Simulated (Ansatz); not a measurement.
# Geometry relaxation of Cu

Cu (1 atom in the cell), computed with DFT r2SCAN, scalar-relativistic, plane waves, PAW, no spin polarisation (Ansatz 0.2.0).

The structure derives from a Materials Project entry. Figures and captions count atoms from 1; the log counts them from 0 in places.

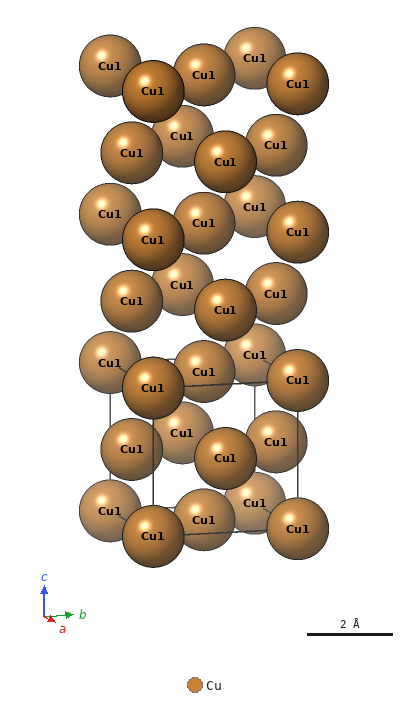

The starting structure (spheres-only view of the cell 4 times as large as that of the calculation, set on its symmetry axes, repeated 1 × 1 × 3, seen slightly off an axis; atoms are numbered from 1 in the order of the input). An atom can appear more than once, as a periodic image.

Results in brief:

- outcome: converged
- space group (tolerance 0.01 Å): Fm-3m (225)
- electrons treated: 19
- free energy: −6631.2395 eV
- Fermi energy: 17.229 eV
- gap on the k-point mesh: none (metallic)
- pressure: 0.00 GPa
- final volume: 11.44 Å³
- largest force (length of the vector) at the end: under 0.001 eV/Å
- final cell: a = 2.529 Å, b = 2.529 Å, c = 2.529 Å, α = 60.00°, β = 60.00°, γ = 60.00°
- hardware: 1 thread of Intel Xeon @ 2.50GHz (Skylake/Cascade Lake), 189 GiB of memory available, shared host
- wall time: 38 s
- peak memory: 0.41 GiB

Input file:
```yaml
crystal:
  lattice:
    - [0.0, 1.7887153358, 1.7887153358]
    - [1.7887153358, 0.0, 1.7887153358]
    - [1.7887153358, 1.7887153358, 0.0]
  atoms:
    - { symbol: Cu, position: [0.0, 0.0, 0.0] }
basis:
  ecutwfc: 500
kpoints:
  mp_grid: { grid: [20, 20, 20] }
hamiltonian:
  xc: r2scan
scf:
  occupations: { method: gaussian, width: 0.1 }
output:
  forces: true
  stress: true
  eigenvalues: true
  write_density: true
  write_potential: true
  elf: true
  volumetric_format: npy
relax:
  adjacent_minimum: "off"
  f_tol: 0.005
  max_steps: 80
  cell: { stress_tol: 0.05 }
```

Launch command:
```bash
ansatz run input.yaml --threads 1 --pin off --max-ram 2560MiB --backend cpu --events-out ev --progress --plain --runs-dir out
```

Output:
```
Engine: ansatz 0.2.0, x86_64-unknown-linux-gnu
Pseudopotentials: kind: paw
Pseudopotential: Cu, paw, valence charge 19, recommended cutoff 500 eV (meta_gga), Cu.paw.azcp
Functional definition: r2SCAN
  parameter k0 = 0.174
  parameter k1 = 0.065
  parameter a1 = 4.9479
  exchange = r2scan_x(k0 = k0, k1 = k1, a1 = a1)
  correlation = r2scan_c
Crystal: 1 atoms, lattice volume = 11.446 Å³
Basis set: ecut = 500 eV, 283 PW (Γ), exchange–correlation on 80×80×80 points (64 copies of the dense FFT grid, shifted against one another)
Bands: 14, of which v1, the nominal top of the filled ones, is band 10 counted from 1 (9 counted from 0)
Symmetry: 48 space group operations
Space group: Fm-3m (ITA 225), of the structure as read, at distance tolerance 2.3e-5 Å
k-points: 256 of 8000
Non-local potential: Cu, projectors of the file, l = 0: 3, l = 1: 2, l = 2: 3, l = 3: 1
PAW form: soft (Blöchl's): semilocal exchange-correlation on the pseudo side does not see the compensation charge
PAW frozen core: Cu, regenerated for the run's functional (the file was generated under x = pbe(κ = 0.804, μ = 0.2195149727645171), c = pbe(β = 0.06672455060314922))
PAW one-centre angular grid: Cu, 590 points (default); XC on 160 Gauss nodes
Initial density: superposition of atomic densities (neutral atoms: chi_scale 0, normalization atom), corrected by the library's trained network
Initial wavefunctions: pseudopotential atomic-orbital guess
Functional: x = r2scan, c = r2scan; τ floored in thin density (d = 2e-4 eV/Å³)
SCF iter   1: F=—  HF=-6631.258083 eV  |F-HF|=—  |Δ(HF+E_count)|=         —  Δρ=4.06e-2  dr2=1.03e-1  dr2_τ=7.57e-4  ethr=1.77e-3  ⟨swp⟩=5.1  Hψ=17846  notcnv=0
preconditioner: auto → none  [metal: Δε(μ)=0.083 eV  Ē_g=18.365 eV  σ=0.100 eV  W_gap=0.43  n_scr=0 (ndim 8)  ℏωp=36.4 eV  f_vac=0.000  D(μ)=0.22/eV (n_scr^D=0)]
SCF iter   2: F=—  HF=-6631.269284 eV  |F-HF|=—  |Δ(HF+E_count)|=   1.12e-2  Δρ=3.92e-2  dr2=9.44e-2  dr2_τ=1.10e-3  ethr=5.41e-4  ⟨swp⟩=2.7  Hψ=8293  notcnv=0  defer=104
SCF iter   3: F=—  HF=-6631.239523 eV  |F-HF|=—  |Δ(HF+E_count)|=   2.98e-2  Δρ=4.73e-3  dr2=1.47e-3  dr2_τ=9.78e-6  ethr=4.97e-4  ⟨swp⟩=2.1  Hψ=6070  notcnv=0  defer=104
SCF iter   4: F=—  HF=-6631.239445 eV  |F-HF|=—  |Δ(HF+E_count)|=   7.88e-5  Δρ=3.56e-4  dr2=1.26e-5  dr2_τ=6.13e-7  ethr=7.74e-6  ⟨swp⟩=1.3  Hψ=4359  notcnv=0  defer=104
SCF iter   5: F=—  HF=-6631.239449 eV  |F-HF|=—  |Δ(HF+E_count)|=   4.75e-6  Δρ=1.53e-4  dr2=1.36e-6  dr2_τ=2.54e-8  ethr=6.65e-8  ⟨swp⟩=2.3  Hψ=4757  notcnv=0  defer=104
SCF iter   6: F=—  HF=-6631.239452 eV  |F-HF|=—  |Δ(HF+E_count)|=   2.99e-6  Δρ=4.34e-5  dr2=1.37e-7  dr2_τ=1.23e-9  ethr=7.18e-9  ⟨swp⟩=2.0  Hψ=4914  notcnv=0  defer=104
SCF iter   7: F=-6631.239452 eV  HF=-6631.239452 eV  |F-HF|=8.00e-11  |Δ(HF+E_count)|=   2.27e-8  Δρ=1.31e-6  dr2=5.55e-11  dr2_τ=7.35e-12  ethr=5.26e-10  ⟨swp⟩=9.5  Hψ=22708  notcnv=0
SCF 1 converged in 7 iterations: F = -6631.239452 eV  dr2 = 5.55e-11
  greatest PAW one-centre occupation: 1.000 electrons in one spin orbital (limit 2), on the Cu atom at site 0 (counted from 0), in its partial waves of l = 0
relax step   1: F+E_penalty+E_count = -6631.23945243 eV  Δ(F+E_penalty+E_count) = +0.000e0 eV  max|allowed force component| = 0.000e0 eV/Å  Δτ_max = 0.0000 Å  P = -0.106 GPa  Ω = 11.446 Å³  (7 SCF iters, dr2 threshold 1.00e-7 eV, accepted)
Crystal: 1 atoms, lattice volume = 11.442 Å³
Initial density: handed on by an earlier stage of this run
Initial wavefunctions: those handed on with the density
iter 1 solved again at ethr=9.07e-9 eV; its pass at ethr=3.10e-3 eV (dr2=1.72e-6 eV) is discarded
SCF iter   1: F=—  HF=-6631.239455 eV  |F-HF|=—  |Δ(HF+E_count)|=         —  Δρ=1.55e-4  dr2=1.68e-6  dr2_τ=1.15e-6  ethr=9.07e-9  ⟨swp⟩=1.1  Hψ=20066  notcnv=0
preconditioner: auto → none  [metal: Δε(μ)=0.049 eV  Ē_g=18.142 eV  σ=0.100 eV  W_gap=0.26  n_scr=0 (ndim 8)  ℏωp=36.4 eV  f_vac=0.000  D(μ)=0.24/eV (n_scr^D=0)]
SCF iter   2: F=—  HF=-6631.239457 eV  |F-HF|=—  |Δ(HF+E_count)|=   2.19e-6  Δρ=2.09e-4  dr2=2.60e-6  dr2_τ=1.82e-8  ethr=8.83e-9  ⟨swp⟩=2.3  Hψ=5409  notcnv=0
SCF iter   3: F=-6631.239456 eV  HF=-6631.239456 eV  |F-HF|=2.01e-8  |Δ(HF+E_count)|=   7.20e-7  Δρ=1.78e-5  dr2=1.18e-8  dr2_τ=7.07e-11  ethr=1.47e-10  ⟨swp⟩=5.9  Hψ=19921  notcnv=0
SCF 2 converged in 3 iterations: F = -6631.239456 eV  dr2 = 1.18e-8
relax step   2: F+E_penalty+E_count = -6631.23945615 eV  Δ(F+E_penalty+E_count) = -3.715e-6 eV  max|allowed force component| = 0.000e0 eV/Å  Δτ_max = 0.0000 Å  P = -0.053 GPa  Ω = 11.442 Å³  energy of the carried Pulay correction = +1.919e-6 eV  (3 SCF iters, dr2 threshold 2.79e-8 eV, accepted)
Crystal: 1 atoms, lattice volume = 11.439 Å³
iter 1 solved again at ethr=8.05e-9 eV; its pass at ethr=3.10e-3 eV (dr2=1.53e-6 eV) is discarded
SCF iter   1: F=—  HF=-6631.239457 eV  |F-HF|=—  |Δ(HF+E_count)|=         —  Δρ=1.42e-4  dr2=1.49e-6  dr2_τ=1.19e-6  ethr=8.05e-9  ⟨swp⟩=1.2  Hψ=20192  notcnv=0
preconditioner: auto → none  [metal: Δε(μ)=0.049 eV  Ē_g=18.146 eV  σ=0.100 eV  W_gap=0.26  n_scr=0 (ndim 8)  ℏωp=36.4 eV  f_vac=0.000  D(μ)=0.24/eV (n_scr^D=0)]
SCF iter   2: F=—  HF=-6631.239459 eV  |F-HF|=—  |Δ(HF+E_count)|=   2.24e-6  Δρ=1.96e-4  dr2=2.23e-6  dr2_τ=1.56e-8  ethr=7.82e-9  ⟨swp⟩=2.1  Hψ=5171  notcnv=0
SCF iter   3: F=—  HF=-6631.239459 eV  |F-HF|=—  |Δ(HF+E_count)|=   6.11e-7  Δρ=2.17e-5  dr2=1.51e-8  dr2_τ=1.17e-10  ethr=7.82e-9  ⟨swp⟩=2.1  Hψ=4792  notcnv=0
SCF iter   4: F=-6631.239459 eV  HF=-6631.239459 eV  |F-HF|=2.59e-9  |Δ(HF+E_count)|=   3.67e-9  Δρ=4.17e-6  dr2=1.14e-9  dr2_τ=3.05e-11  ethr=3.74e-11  ⟨swp⟩=6.9  Hψ=18272  notcnv=0
SCF 3 converged in 4 iterations: F = -6631.239459 eV  dr2 = 1.14e-9
relax step   3: F+E_penalty+E_count = -6631.23945874 eV  Δ(F+E_penalty+E_count) = -2.592e-6 eV  max|allowed force component| = 0.000e0 eV/Å  Δτ_max = 0.0000 Å  P = -0.001 GPa  Ω = 11.439 Å³  energy of the carried Pulay correction = +3.871e-6 eV  (4 SCF iters, dr2 threshold 7.10e-9 eV, accepted)
Initial wavefunctions: pseudopotential atomic-orbital guess (no wavefunctions were taken with the density)
iter 1 solved again at ethr=6.68e-11 eV; its pass at ethr=3.10e-3 eV (dr2=1.27e-8 eV) is discarded
SCF iter   1: F=—  HF=-6631.239454 eV  |F-HF|=—  |Δ(HF+E_count)|=         —  Δρ=4.48e-6  dr2=1.37e-9  dr2_τ=1.33e-10  ethr=6.68e-11  ⟨swp⟩=4.1  Hψ=31272  notcnv=0
preconditioner: auto → none  [metal: Δε(μ)=0.049 eV  Ē_g=18.147 eV  σ=0.100 eV  W_gap=0.26  n_scr=0 (ndim 8)  ℏωp=36.4 eV  f_vac=0.000  D(μ)=0.24/eV (n_scr^D=0)]
SCF iter   2: F=—  HF=-6631.239454 eV  |F-HF|=—  |Δ(HF+E_count)|=   2.35e-9  Δρ=6.26e-6  dr2=1.51e-9  dr2_τ=2.24e-11  ethr=7.23e-12  ⟨swp⟩=2.1  Hψ=5114  notcnv=0
SCF iter   3: F=—  HF=-6631.239454 eV  |F-HF|=—  |Δ(HF+E_count)|=  7.23e-10  Δρ=1.67e-6  dr2=2.48e-10  dr2_τ=3.92e-12  ethr=7.23e-12  ⟨swp⟩=2.0  Hψ=4963  notcnv=0
SCF iter   4: F=—  HF=-6631.239454 eV  |F-HF|=—  |Δ(HF+E_count)|=  4.27e-10  Δρ=1.85e-6  dr2=1.51e-10  dr2_τ=4.05e-12  ethr=1.30e-12  ⟨swp⟩=2.0  Hψ=5836  notcnv=0
SCF iter   5: F=—  HF=-6631.239454 eV  |F-HF|=—  |Δ(HF+E_count)|=  2.91e-11  Δρ=9.14e-7  dr2=3.60e-11  dr2_τ=5.62e-13  ethr=1.00e-12  ⟨swp⟩=1.3  Hψ=3957  notcnv=0
SCF iter   6: F=-6631.239454 eV  HF=-6631.239454 eV  |F-HF|=9.09e-13  |Δ(HF+E_count)|=  1.18e-11  Δρ=3.20e-7  dr2=4.90e-12  dr2_τ=4.94e-14  ethr=1.00e-12  ⟨swp⟩=4.0  Hψ=14353  notcnv=0
SCF 4 converged in 6 iterations: F = -6631.239454 eV  dr2 = 4.90e-12
relax step   4: F+E_penalty+E_count = -6631.23945377 eV  Δ(F+E_penalty+E_count) = +4.971e-6 eV  max|allowed force component| = 0.000e0 eV/Å  Δτ_max = 0.0000 Å  P = -0.001 GPa  Ω = 11.439 Å³  stress off target by 8.45e-4 GPa  SCF on the basis re-selected at this cell (its energy is not comparable with the rows above)  (6 SCF iters)
```

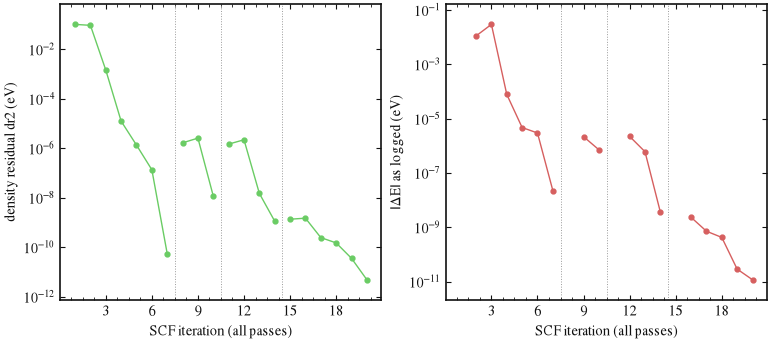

Convergence of the self-consistent field: density residual dr2 and size of the energy change against the SCF iteration. The dotted lines part the SCF passes of the relaxation: geometry steps, rejected trials and re-solves on a re-selected basis. The passes take 7, 3, 4 and 6 iterations.

```
basis re-selected at this cell: Δ(F+E_penalty+E_count) = +4.971e-6 eV, ΔP = -0.000 GPa vs the last step (what re-selecting the basis moved, of the pressure what is left beyond the Pulay correction that the steps carried, after the strain that the cell walked since its last selection, with what the two solves' SCF thresholds leave and, on support functions, any second-order correction that the steps lacked; it is no measure of the basis error at this ecutwfc). This SCF's stress stands 8.45e-4 GPa from its target on what of the cell is left free (relax.cell.stress_tol is 5.00e-2 GPa) and its largest allowed force component is 0.00e0 eV/Å (relax.f_tol is 5.00e-3 eV/Å): within both
SCF converged after 6 iterations
Free energy (F): -6631.239454 eV
Harris-Foulkes:  -6631.239454 eV  (|F-HF|=9.09e-13)
Internal energy: -6631.238241 eV  (E = F + TS)
E sigma→0 (E₀):  -6631.238848 eV
Entropy (-TS):   -0.001213 eV (-1.213 meV/atom)
Fermi energy:    17.228810 eV
--- Per-component energies (eV) ---
  E_band       = -374.720700
  E_kinetic    = 300.030473
  E_local      = -4001.863373  (includes V_loc(G=0)·N_el)
  E_nonlocal   = 395.367038
  E_hartree    = 1769.367290
  E_xc         = -83.935844
  E_vxc        = -124.878873  (∫ρ·V_xc dr)
  E_paw        = -1678.114925  (= ΣΔE_a)
  E_vpaw       = -491.102372  (= ΣTr[D̂ρ^β])
  E_aug_tail   = 0.000154  (compensation charges beyond the density's cutoff)
  E_vtau       = 8.991861  (kinetic-family band-sum trace: ∫τ·v_τ [+ j·A + Jᵃ·Aᵃ] dr)
  E_ewald      = -3331.787945
  E_core_change = -0.301108  (= ΣΔE_core)
  E_smearing   = -0.001213  (= −TS)
  E_closure    = 0.000000  (closes the sum)
  Σ components = -6631.239454   (vs F -6631.239454, Δ=0.00e0)
--- Forces (eV/Å), atoms counted from 1 ---
  atom   1  Cu     0.00000000    -0.00000000    -0.00000000
  max |Σ_I F_I| component: 1.64e-31 eV/Å
--- Stress (GPa, compression-positive) ---
       -0.000845       0.000000       0.000000
        0.000000      -0.000845       0.000000
        0.000000       0.000000      -0.000845
  P = ⅓ Tr σ = -0.0008 GPa (-0.008 kbar)
--- Band table (eV; the first three rows and the last of 256) ---
  k-point 0: bands = ["-99.2614", "-55.0147", "-55.0147", "-55.0147", "7.2715", "14.0465", "14.0465", "14.0465", "14.9104", "14.9104", "40.9070", "44.0025", "44.0025", "44.0025"]
  k-point 1: bands = ["-99.2610", "-55.0178", "-55.0151", "-55.0151", "7.3688", "14.0248", "14.0653", "14.0653", "14.9028", "14.9028", "40.4319", "42.6565", "43.6715", "43.6715"]
  k-point 2: bands = ["-99.2598", "-55.0267", "-55.0165", "-55.0165", "7.6579", "13.9646", "14.1155", "14.1155", "14.8858", "14.8858", "38.4361", "41.8411", "43.0398", "43.0398"]
  k-point 255: bands = ["-99.2398", "-55.0977", "-55.0977", "-55.0628", "12.7910", "13.4722", "13.4722", "14.8644", "15.6995", "23.8243", "23.8243", "25.9830", "26.8865", "47.0513"]
--- Relaxed structure (3 steps of the walk, 3 accepted, 1 SCFs on fresh bases) ---
  F+E_penalty+E_count = -6631.23945377 eV   max|allowed force component| = 0.000e0 eV/Å   (the final SCF, on the basis selected at the relaxed cell)
  cell:  # Å, volume = 11.4386 Å³
    - [2.3181703572512043e-35, 1.7883311165814788, 1.7883311165814788]
    - [1.7883311165814788, -2.8303199338974723e-34, 1.7883311165814788]
    - [1.7883311165814788, 1.7883311165814788, -2.029254303872298e-34]
  atoms:
    - { symbol: Cu, position: [0.0, 0.0, 0.0] }
```

Trajectory as extended XYZ (Å, eV, eV/Å), 4 frames, from step=1 to step=4:
```
1
Lattice="0.0000 1.7887 1.7887 1.7887 0.0000 1.7887 1.7887 1.7887 0.0000" Properties=species:S:1:pos:R:3:forces:R:3 step=1 energy=-6631.23945 pressure_GPa=-0.11
Cu    0.0000    0.0000    0.0000    0.0000   0.0000   0.0000
1
Lattice="0.0000 1.7885 1.7885 1.7885 0.0000 1.7885 1.7885 1.7885 0.0000" Properties=species:S:1:pos:R:3:forces:R:3 step=2 energy=-6631.23946 pressure_GPa=-0.05
Cu    0.0000    0.0000    0.0000    0.0000   0.0000   0.0000
1
Lattice="0.0000 1.7883 1.7883 1.7883 0.0000 1.7883 1.7883 1.7883 0.0000" Properties=species:S:1:pos:R:3:forces:R:3 step=3 energy=-6631.23946 pressure_GPa=-0.00
Cu    0.0000    0.0000    0.0000    0.0000   0.0000   0.0000
1
Lattice="0.0000 1.7883 1.7883 1.7883 0.0000 1.7883 1.7883 1.7883 0.0000" Properties=species:S:1:pos:R:3:forces:R:3 step=4 energy=-6631.23945 pressure_GPa=-0.00
Cu    0.0000    0.0000    0.0000    0.0000   0.0000   0.0000
```

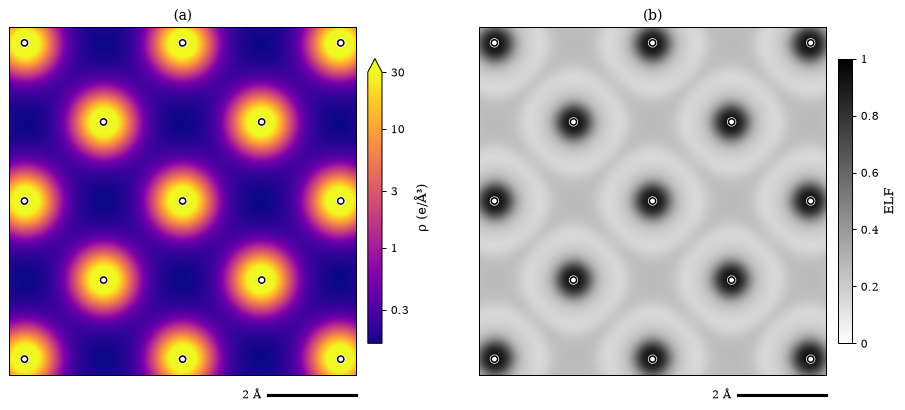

(a) valence charge density (pseudo); (b) electron localisation function on the (010) plane of the conventional cell. Circles mark the nuclei in the plane (Cu). Cu–Cu (2.53 Å): ρ at the midpoint is about 0.28 e/Å³; the ELF is about 0.20 at the midpoint; no localised pair between them. Away from the nuclei the density in this plane falls to 0.16 e/Å³ at its lowest. The strong features right at Cu lie inside the PAW spheres (semicore, d or f shells) and say nothing about bonding. Core electrons are frozen (PAW), so the fields are smoothed inside the atomic spheres.

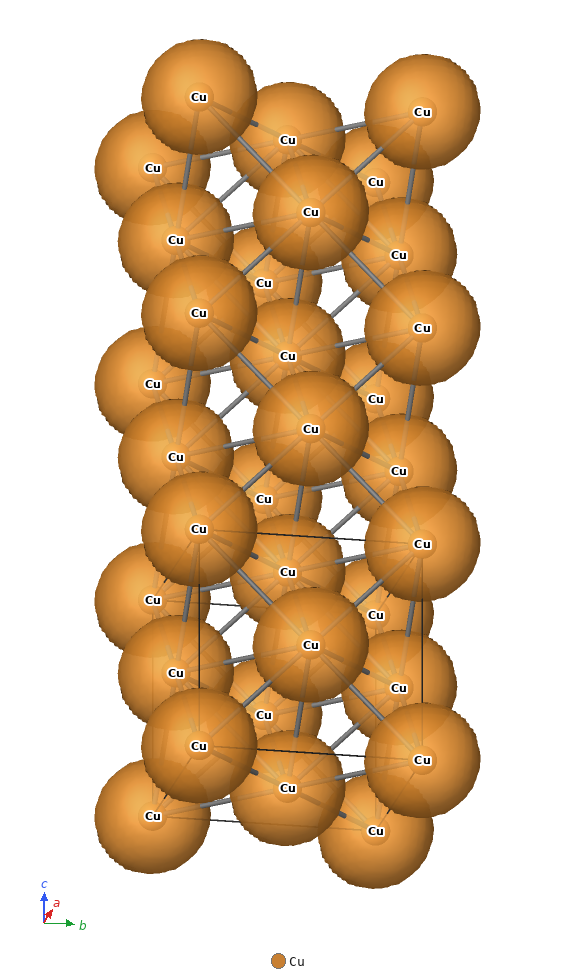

Isosurface of the valence pseudo-density at 0.6 e/Å³ (orange), seen at an oblique angle. Sticks mark near contacts. The outline is the cell set on symmetry axes. At this value the density breaks into separate islands; it holds about 85 % of the electrons treated as valence (semicore included). It is pinched off along the Cu–Cu (2.53 Å) contacts. On the grid the lowest density along these lines, outside the cores, is 0.28 e/Å³ (Cu–Cu, 2.53 Å).
